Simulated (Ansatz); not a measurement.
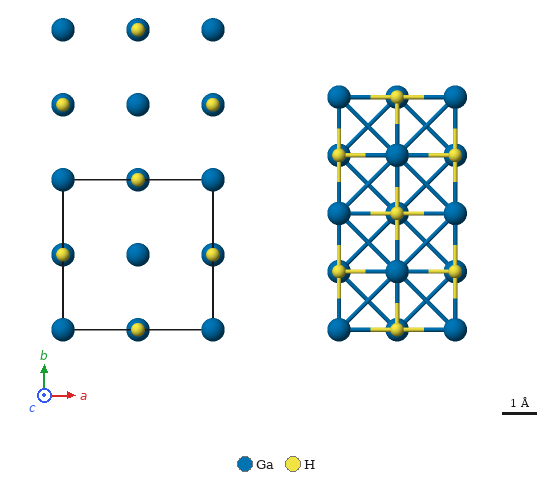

Two geometries of solid GaH (a generated structure, set up in Fm-3m) (coarse preliminary run), drawn at one scale. One is the start of a relaxation, the other its converged end. A ball-and-stick model of the conventional cell (4 times the calculation's cell), repeated 1 × 2 × 1 with one cell outlined, seen along the c axis. Lengths and directions refer to the drawn axes.

Level of theory: DFT PBE, scalar-relativistic, plane waves, PAW in Ansatz. Set-up: plane-wave cutoff 420 eV; k-point mesh 10 × 10 × 10; occupations gaussian; smearing width 0.1 eV; no spin polarisation; cell and atoms relaxed; force threshold 0.05 eV/Å; at most 60 steps.

Which one is relaxed?

Answer. The left one is the relaxed one. Case: V → Ga on all its sites, cell and atoms relaxed. After 9 accepted moves (11 points after the start) the energy has fallen by 1864 meV per atom. All forces vanish by symmetry, so only the cell relaxes. Pressure: 198.81 GPa at the start and −0.12 GPa at the end. At 2 points the geometry stayed and the basis and grid were re-selected for the new cell (energy shift of 101 meV per atom at most each time). No atom moves by more than 0.005 Å relative to the cell. The volume changes by +114.4 %, with a = b = c 3.520 → 4.539 Å (+29.0 %). Some distances before and after: Ga–Ga 2.489 → 3.209 Å, Ga–H 1.760 → 2.269 Å. The space group stays Fm-3m (No. 225). The run took of the order of 9 core-seconds on a shared host.
